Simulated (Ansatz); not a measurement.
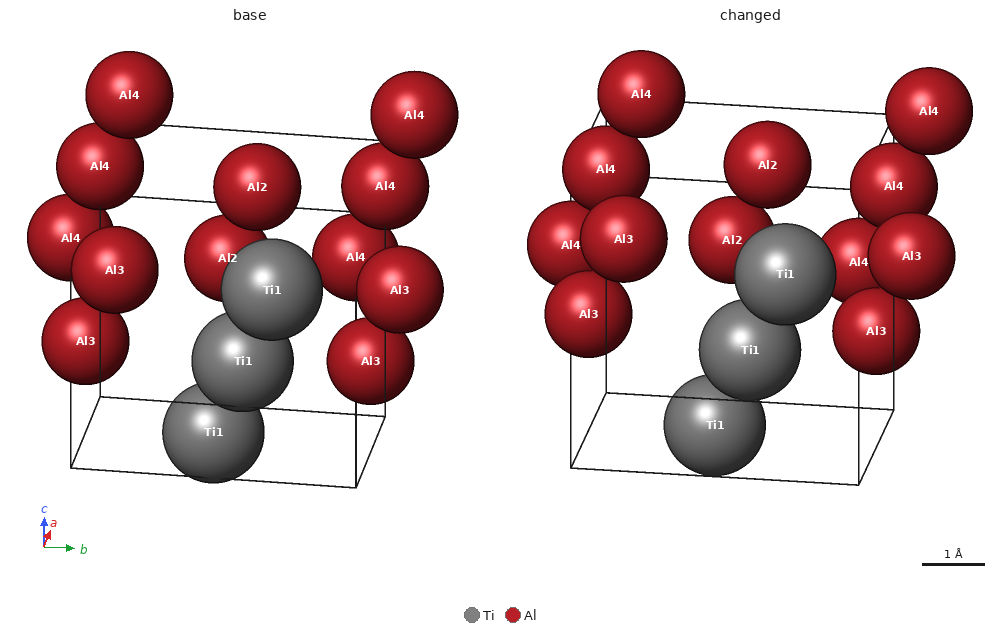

Left: a symmetric starting cell of TiAl$_{3}$. Right: the same structure after one change, at the same scale. Style: spheres-only. Shown: the cell of the calculation, repeated 2 × 1 × 1 with one cell outlined, from a free direction.

All numbers below come from DFT PBE, scalar-relativistic, plane waves, PAW (Ansatz 0.2.0). Set-up: plane-wave cutoff 420 eV; k-point mesh 14 × 10 × 10; occupations gaussian; smearing width 0.1 eV; no spin polarisation.

Q: What distinguishes the right structure from the left one?

A: The cell is strained by +7.1 % along c, +6.9 % roughly along [3 1 0], −0.4 % along [1 −2 0] (volume +14.0 %) and atoms are displaced by up to 0.42 Å (root mean square over those that move 0.27 Å) relative to the cell: Al4 0.42 Å along −c, Ti1 0.05 Å along +c. No relaxation follows. The starting cell wasn't computed here and needn't be at equilibrium, so pressure and forces aren't due to the change alone.

Q: What does the change do?

A: The pressure is −4.1 GPa (not all of it need come from the change, since the unchanged cell can be under pressure at this level too). The principal stresses (compression positive) are −8.7 GPa along [2 3 0] and −1.8 GPa across it. The largest force is 3.3 eV/Å, on Al3, along −c. The forces point straight back along the displacements (cosine −0.98). Near-neighbour distances before and after: Al–Al 2.811 → 3.668 Å, Al–Al 2.859 → 2.425 to 2.886 Å, Al–Ti 2.848 → 2.964 to 3.218 Å, Al–Ti 2.826 → 3.029 Å. The space group (tolerance 0.01 Å) goes from Pmm2 (No. 25) to P2 (No. 3).
